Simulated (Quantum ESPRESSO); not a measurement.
# NaF (Villiaumite): phonons by linear response

How does NaF (Villiaumite) vibrate, and is this structure a minimum?

Calculated with Quantum ESPRESSO 7.5; DFT LDA, scalar-relativistic, plane waves, PseudoDojo norm-conserving pseudopotentials.

### Step 1. Starting point

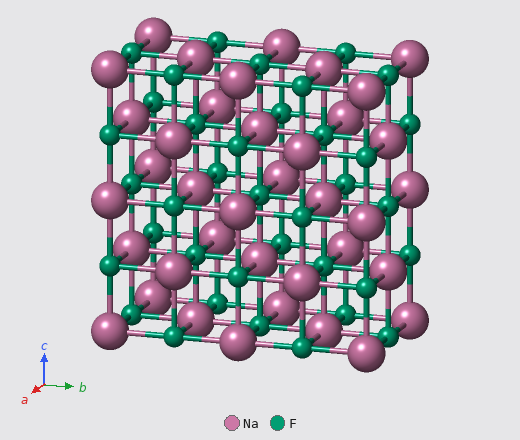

Start, viewed slightly off an axis; sodium pink, fluorine teal. 1×2×2 cells are drawn. This picture shows the conventional cell, with its axes. Some periodic images of atoms are drawn too.

### Step 2. A probe with smearing

Before anything dear is run, a loose run with smearing shows whether this is a metal and how far the cell is from rest.

probe.in

```
&control
   calculation = 'scf'
   prefix = 'x'
   outdir = './tmp'
   pseudo_dir = './pseudo'
   tprnfor = .true.
   tstress = .true.
   verbosity = 'high'
/
&system
   ibrav = 0
   nat = 2
   ntyp = 2
   ecutwfc = 97.0
   occupations = 'smearing'
   smearing = 'gaussian'
   degauss = 0.01
/
&electrons
   conv_thr = 1.0d-07
   mixing_beta = 0.7
   electron_maxstep = 100
/
ATOMIC_SPECIES
 Na     22.9898  Na.upf
 F      18.9984  F.upf
CELL_PARAMETERS angstrom
    -2.320000000    0.000000000    2.320000000
     0.000000000    2.320000000    2.320000000
    -2.320000000    2.320000000    0.000000000
ATOMIC_POSITIONS crystal
 Na     0.000000000   0.000000000   0.000000000
 F      0.500000000   0.500000000   0.500000000
K_POINTS automatic
 6 6 6 0 0 0
```

Launch:

```bash
$ OMP_NUM_THREADS=1 mpirun -n 4 pw.x -nk 4 -in probe.in > probe.out
```

What it wrote:

```text
[banners, grids, parts of the stress and lines that vanish by symmetry left out]
Program PWSCF v.7.5
     Message from routine setup:
     using ibrav=0 with symmetry is DISCOURAGED, use correct ibrav instead
[...]
kinetic-energy cutoff     =      97.0000  Ry
     charge density cutoff     =     388.0000  Ry
     scf convergence threshold =      1.0E-07
[...]
Exchange-correlation= SLA  PW   NOGX NOGC
                           (   1   4   0   0   0   0   0)
[...]
48 Sym. Ops., with inversion, found
[...]
(     0          1          0      )
                  (     0          0          1      )
[...]
(  0.0000000  1.0000000  0.0000000 )
                  ( -0.0000000 -0.0000000  1.0000000 )
[...]
(     1          0         -1      )
                  (     0          0         -1      )
[...]
( -0.0000000 -1.0000000 -0.0000000 )
[...]
(     0          1         -1      )
                  (     0          1          0      )
[...]
( -1.0000000  0.0000000  0.0000000 )
                  (  0.0000000  1.0000000 -0.0000000 )
[...]
number of k points=    16  Gaussian smearing, width (Ry)=  0.0100
[...]
End of self-consistent calculation
[...]
the Fermi energy is     4.6818 ev
!    total energy              =    -140.61472842 Ry
[...]
convergence has been achieved in   7 iterations
[...]
atom    1 type  1   force =     0.00000000    0.00000000    0.00000000
     atom    2 type  2   force =     0.00000000    0.00000000   -0.00000000
[...]
Total force =     0.000000     Total SCF correction =     0.000000
[...]
total   stress  (Ry/bohr**3)                   (kbar)     P=      -44.96
[...]
XML data file, charge density, pseudopotentials, collected wavefunctions

   JOB DONE.
```

The job ended after 5.8 s (4 MPI ranks of Intel Xeon at 2.50GHz (Skylake/Cascade Lake), shared host).

This step gave:

| Item | Value |
| --- | --- |
| volume per atom | 12.49 Å³ |
| pressure | -4.496 GPa |
| gap on the k-mesh | 5.971 eV |

A gap of 6.0 eV opens on this mesh, so the crystal is taken as an insulator; the start stands at -4.5 GPa.

### Step 3. Relaxation

The relaxation runs at a cutoff a fifth above that of the response, since stress converges more slowly with the basis than frequencies do. Forces and stress are brought to rest with tight thresholds.

relax.in

```
&control
   calculation = 'vc-relax'
   prefix = 'x'
   outdir = './tmp'
   pseudo_dir = './pseudo'
   tprnfor = .true.
   tstress = .true.
   forc_conv_thr = 2.0d-05
   etot_conv_thr = 1.0d-07
   nstep = 40
/
&system
   ibrav = 0
   nat = 2
   ntyp = 2
   ecutwfc = 116
   occupations = 'fixed'
   nbnd = 10
/
&electrons
   conv_thr = 1.0d-11
   mixing_beta = 0.7
   electron_maxstep = 100
/
&ions
/
&cell
   press_conv_thr = 0.2
/
ATOMIC_SPECIES
 Na     22.9898  Na.upf
 F      18.9984  F.upf
CELL_PARAMETERS angstrom
    -2.320000000    0.000000000    2.320000000
     0.000000000    2.320000000    2.320000000
    -2.320000000    2.320000000    0.000000000
ATOMIC_POSITIONS crystal
 Na     0.000000000   0.000000000   0.000000000
 F      0.500000000   0.500000000   0.500000000
K_POINTS automatic
 8 8 8 0 0 0
```

Launch:

```bash
$ OMP_NUM_THREADS=1 mpirun -n 4 pw.x -nk 4 -in relax.in > relax.out
```

What it wrote:

```text
[banners, grids, parts of the stress and lines that vanish by symmetry left out]
[banner, memory and clock lines left out]
Program PWSCF v.7.5

[...]
kinetic-energy cutoff     =     116.0000  Ry
     charge density cutoff     =     464.0000  Ry
     scf convergence threshold =      1.0E-11
[...]
energy convergence thresh.=      1.0E-07
     force convergence thresh. =      2.0E-05
     press convergence thresh. =      2.0E-01
     Exchange-correlation= SLA  PW   NOGX NOGC
                           (   1   4   0   0   0   0   0)
[...]
48 Sym. Ops., with inversion, found
[...]
number of k points=    29
[...]
End of self-consistent calculation
[...]
highest occupied, lowest unoccupied level (ev):     0.4643    6.4353
!    total energy              =    -140.61475278 Ry
[...]
convergence has been achieved in  10 iterations
[...]
atom    1 type  1   force =     0.00000000    0.00000000    0.00000000
     atom    2 type  2   force =    -0.00000000   -0.00000000   -0.00000000
     Total force =     0.000000     Total SCF correction =     0.000000
[...]
total   stress  (Ry/bohr**3)                   (kbar)     P=      -44.84
[...]
number of bfgs steps    =   0
[...]
CELL_PARAMETERS (angstrom)
[...]
ATOMIC_POSITIONS (crystal)
Na              -0.0000000000        0.0000000000       -0.0000000000
F                0.5000000000        0.5000000000        0.5000000000
[...]
New effective cutoffs (rho, wfc):  469.26  117.77
[...]
End of self-consistent calculation
[...]
highest occupied, lowest unoccupied level (ev):     0.6334    6.7273
!    total energy              =    -140.61579722 Ry
[...]
convergence has been achieved in   7 iterations
[...]
atom    1 type  1   force =    -0.00000000    0.00000000   -0.00000000
     atom    2 type  2   force =    -0.00000000   -0.00000000    0.00000000
     Total force =     0.000000     Total SCF correction =     0.000000
[...]
total   stress  (Ry/bohr**3)                   (kbar)     P=      -35.31
[...]
number of bfgs steps    =   1
[...]
CELL_PARAMETERS (angstrom)
[...]
ATOMIC_POSITIONS (crystal)
Na              -0.0000000000        0.0000000000        0.0000000000
F                0.5000000000        0.5000000000        0.5000000000
[...]
New effective cutoffs (rho, wfc):  480.26  120.53
[...]
End of self-consistent calculation
[...]
highest occupied, lowest unoccupied level (ev):     0.8999    7.1873
!    total energy              =    -140.61683931 Ry
[...]
convergence has been achieved in   8 iterations
[...]
atom    1 type  1   force =     0.00000000    0.00000000   -0.00000000
     atom    2 type  2   force =     0.00000000    0.00000000    0.00000000
     Total force =     0.000000     Total SCF correction =     0.000000
[...]
total   stress  (Ry/bohr**3)                   (kbar)     P=      -18.60
[...]
number of bfgs steps    =   2
[...]
CELL_PARAMETERS (angstrom)
[...]
ATOMIC_POSITIONS (crystal)
[...]
New effective cutoffs (rho, wfc):  492.36  123.57
[...]
End of self-consistent calculation
[...]
highest occupied, lowest unoccupied level (ev):     1.2004    7.7062
!    total energy              =    -140.61716764 Ry
[...]
convergence has been achieved in   8 iterations
[...]
atom    1 type  1   force =    -0.00000000   -0.00000000    0.00000000
     atom    2 type  2   force =     0.00000000    0.00000000   -0.00000000
     Total force =     0.000000     Total SCF correction =     0.000000
[...]
total   stress  (Ry/bohr**3)                   (kbar)     P=        2.80
[...]
number of bfgs steps    =   3
[...]
CELL_PARAMETERS (angstrom)
[...]
ATOMIC_POSITIONS (crystal)
[...]
New effective cutoffs (rho, wfc):  490.78  123.17
[...]
End of self-consistent calculation
[...]
highest occupied, lowest unoccupied level (ev):     1.1609    7.6380
!    total energy              =    -140.61717417 Ry
[...]
convergence has been achieved in   7 iterations
[...]
atom    1 type  1   force =     0.00000000   -0.00000000    0.00000000
     atom    2 type  2   force =     0.00000000   -0.00000000    0.00000000
     Total force =     0.000000     Total SCF correction =     0.000000
[...]
total   stress  (Ry/bohr**3)                   (kbar)     P=       -0.17
[...]
number of bfgs steps    =   4
[...]
CELL_PARAMETERS (angstrom)
[...]
ATOMIC_POSITIONS (crystal)
[...]
New effective cutoffs (rho, wfc):  490.88  123.20
[...]
End of self-consistent calculation
[...]
highest occupied, lowest unoccupied level (ev):     1.1632    7.6420
!    total energy              =    -140.61717420 Ry
[...]
convergence has been achieved in   5 iterations
[...]
atom    1 type  1   force =     0.00000000    0.00000000   -0.00000000
     atom    2 type  2   force =     0.00000000   -0.00000000   -0.00000000
     Total force =     0.000000     Total SCF correction =     0.000000
[...]
total   stress  (Ry/bohr**3)                   (kbar)     P=       -0.00
[...]
bfgs converged in   6 scf cycles and   5 bfgs steps
[...]
End of BFGS Geometry Optimization
     Final enthalpy           =    -140.6171742004 Ry
     File ./tmp/x.bfgs deleted, as requested
[...]
CELL_PARAMETERS (angstrom)
[...]
ATOMIC_POSITIONS (crystal)
Na              -0.0000000000        0.0000000000       -0.0000000000
F                0.5000000000        0.5000000000        0.5000000000
[...]
Final scf calculation at the relaxed structure.
[...]
kinetic-energy cutoff     =     116.0000  Ry
     charge density cutoff     =     464.0000  Ry
     scf convergence threshold =      1.0E-13
[...]
press convergence thresh. =      2.0E-01
     Exchange-correlation= SLA  PW   NOGX NOGC
                           (   1   4   0   0   0   0   0)
[...]
48 Sym. Ops., with inversion, found
[...]
number of k points=    29
[...]
End of self-consistent calculation
[...]
highest occupied, lowest unoccupied level (ev):     1.1632    7.6420
!    total energy              =    -140.61716339 Ry
[...]
convergence has been achieved in  13 iterations
[...]
atom    1 type  1   force =     0.00000000    0.00000000    0.00000000
     atom    2 type  2   force =     0.00000000    0.00000000    0.00000000
     Total force =     0.000000     Total SCF correction =     0.000000
[...]
total   stress  (Ry/bohr**3)                   (kbar)     P=        0.09
[...]
XML data file, charge density, pseudopotentials, collected wavefunctions
```

Run time: 82 s. Hardware: 4 MPI ranks.

The steps of the relaxation:

```tsv
step	energy less that of the first step (eV)	largest force (eV/Å)	pressure (GPa)	volume (Å³)
1	0.0000	0.0000	-4.48	24.97
2	-0.0142	0.0000	-3.53	24.41
3	-0.0284	0.0000	-1.86	23.57
4	-0.0329	0.0000	0.28	22.71
5	-0.0329	0.0000	-0.02	22.82
6	-0.0329	0.0000	0.00	22.81
7	-0.0328	0.0000	0.01	22.81
```

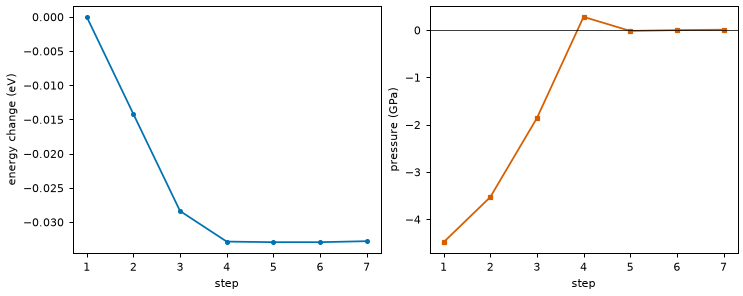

Energy and pressure along the relaxation.

```tsv
conventional cell, symmetrised	before	after	change
a (Å)	4.640	4.502	-3.0 %
b (Å)	4.640	4.502	-3.0 %
c (Å)	4.640	4.502	-3.0 %
volume (Å³/atom)	12.49	11.41	-8.7 %
```

The relaxed structure:

```xyz
2
Lattice="-2.2511 0.0000 2.2511 0.0000 2.2511 2.2511 -2.2511 2.2511 0.0000" Properties=species:S:1:pos:R:3 pbc="T T T"
Na    0.0000    0.0000    0.0000
F    -2.2511    2.2511    2.2511
```

The last row of the table of steps is pw.x's closing run on a basis chosen anew for the final cell, so its energy can jump.

Numbers from this step:

```yaml
volume_per_atom: 11.41 Å³
pressure: 0.009 GPa
gap_on_the_k_mesh: 6.479 eV
```

The volume changes by -8.7 % from the cell with which this run began.

### Step 4. Ground state

Perturbation theory inherits every error of the wavefunctions, so the threshold is set near the limit of the arithmetic. With a gap, occupations are fixed, which also allows the response to an electric field.

scf.in

```
&control
   calculation = 'scf'
   prefix = 'x'
   outdir = './tmp'
   pseudo_dir = './pseudo'
   tprnfor = .true.
   tstress = .true.
/
&system
   ibrav = 0
   nat = 2
   ntyp = 2
   ecutwfc = 97.0
   occupations = 'fixed'
   nbnd = 10
/
&electrons
   conv_thr = 1.0d-12
   mixing_beta = 0.7
   electron_maxstep = 100
/
ATOMIC_SPECIES
 Na     22.9898  Na.upf
 F      18.9984  F.upf
CELL_PARAMETERS angstrom
    -2.251058544    0.000000000    2.251058544
     0.000000000    2.251058544    2.251058544
    -2.251058544    2.251058544    0.000000000
ATOMIC_POSITIONS crystal
 Na     0.000000000   0.000000000   0.000000000
 F      0.500000000   0.500000000   0.500000000
K_POINTS automatic
 8 8 8 0 0 0
```

Launch:

```bash
$ OMP_NUM_THREADS=1 mpirun -n 4 pw.x -nk 4 -in scf.in > scf.out
```

What it wrote:

```text
[banners, grids, parts of the stress and lines that vanish by symmetry left out]
[banner, memory and clock lines left out]
Program PWSCF v.7.5

[...]
kinetic-energy cutoff     =      97.0000  Ry
     charge density cutoff     =     388.0000  Ry
     scf convergence threshold =      1.0E-12
[...]
Exchange-correlation= SLA  PW   NOGX NOGC
                           (   1   4   0   0   0   0   0)
[...]
48 Sym. Ops., with inversion, found
[...]
number of k points=    29
[...]
End of self-consistent calculation
[...]
highest occupied, lowest unoccupied level (ev):     1.1632    7.6420
!    total energy              =    -140.61713926 Ry
[...]
convergence has been achieved in  11 iterations
[...]
atom    1 type  1   force =     0.00000000   -0.00000000   -0.00000000
     atom    2 type  2   force =    -0.00000000   -0.00000000   -0.00000000
     Total force =     0.000000     Total SCF correction =     0.000000
[...]
total   stress  (Ry/bohr**3)                   (kbar)     P=       -0.07
[...]
XML data file, charge density, pseudopotentials, collected wavefunctions
```

The job ended after 10 s (4 MPI ranks).

Numbers from this step:

| Quantity | Value |
| --- | --- |
| pressure | -0.007000 GPa |

The cell stands at -0.0070 GPa, close enough for phonons.

(Part 1 of 4 ends here.)

[Host names and launcher messages were left out of these logs when they were recorded.]

[Logs are printed without paths, hosts, clocks, repeated set-up lines and the standing remarks that a program may print on its own settings, such as how far it seeks lower states.]

[Hosts, paths, dates, database ids (printed as entryN), source tags and the programs' standing remarks are cut or masked in the printed files.]
